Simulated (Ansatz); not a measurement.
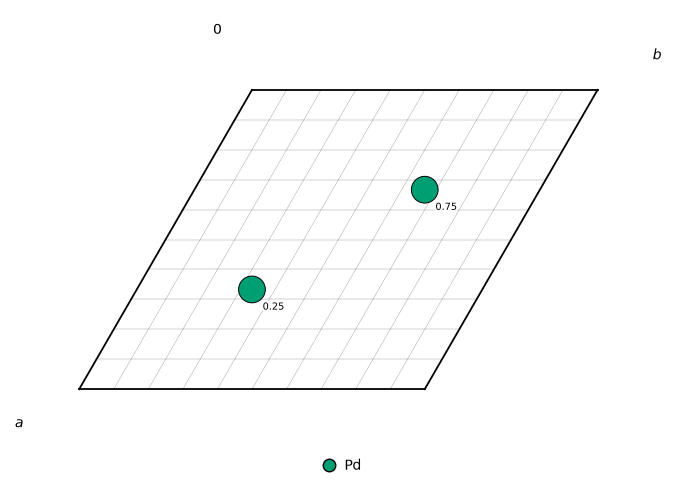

Plan of a unit cell projected along c (a down the page, b across); the numbers are heights as fractions of c, and atoms on the cell's edges are repeated. The grid marks tenths of a and b. Source: coordinates from a relaxation at fixed volume with DFT r2SCAN, scalar-relativistic, plane waves, PAW (Ansatz); the starting structure was generated, so it need not be a known form of this composition. The drawing is computed from the coordinates (standard cell, symmetry found to 0.002 Å).

a = 2.736 Å, b = 2.736 Å, c = 4.627 Å, α = 90.00°, β = 90.00°, γ = 120.00°.

Q: What does the cell contain?

A: 2 Pd: Pd, Z = 2.

Q: Give the fractional coordinates of all atoms, to two places.

A:
```
atom     x     y     z
  Pd  0.33  0.67  0.75
  Pd  0.67  0.33  0.25
```
